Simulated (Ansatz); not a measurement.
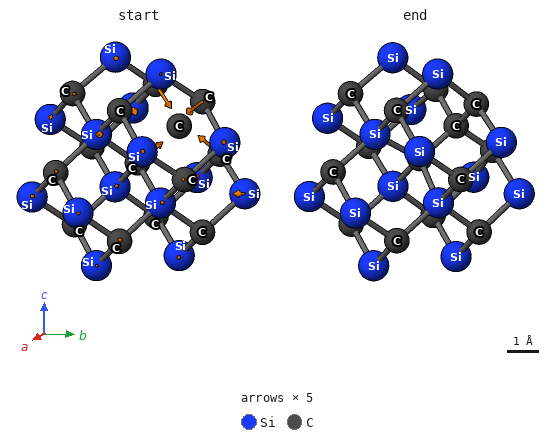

The structure of a defect cell of composition Si₃₁C₃₃ (cell charge +1) before (left) and after (right) a relaxation, at one scale. The orange arrows give the displacements, 5 times their true length.

A ball-and-stick model of the atoms within 4.2 Å of the atom that moves most (axes of the cell of the calculation (origin shifted)), seen slightly off an axis.

The atoms of the start lie slightly off their symmetric places, so part of the fall in energy undoes that.

Theory: DFT, PBEsol, PAW, plane waves (Ansatz). Settings: plane-wave cutoff 420 eV; k-point mesh 1 × 1 × 1; mesh shifted by (0.25, 0.25, 0.25); collinear spin; atoms relaxed in a fixed cell; force threshold 0.03 eV/Å; at most 80 steps.

> What changed between the two?

A C atom moves most: 0.23 Å along [−1 1 1]. By element the largest moves are C 0.23 Å, Si 0.09 Å. The lattice vectors keep their values. Some distances before and after: C–C 1.890 → 1.653 Å, C–C 1.895 → 1.677 Å, C–C 1.859 → 1.665 Å, C–Si 1.822 → 1.930 Å. Among the angles between lasting bonds that change: C–Si–C 108.1° → 114.8°, Si–C–Si 109.9° → 103.9°, Si–C–Si 109.4° → 103.7°. The energy falls by 2.271 eV per cell of the calculation in 5 geometry steps. Largest force component: 2.3 eV/Å at the start, 0.0088 eV/Å at the end.

Limits of the set-up: the cell is charged, on a uniform background, and energies carry no finite-size correction.
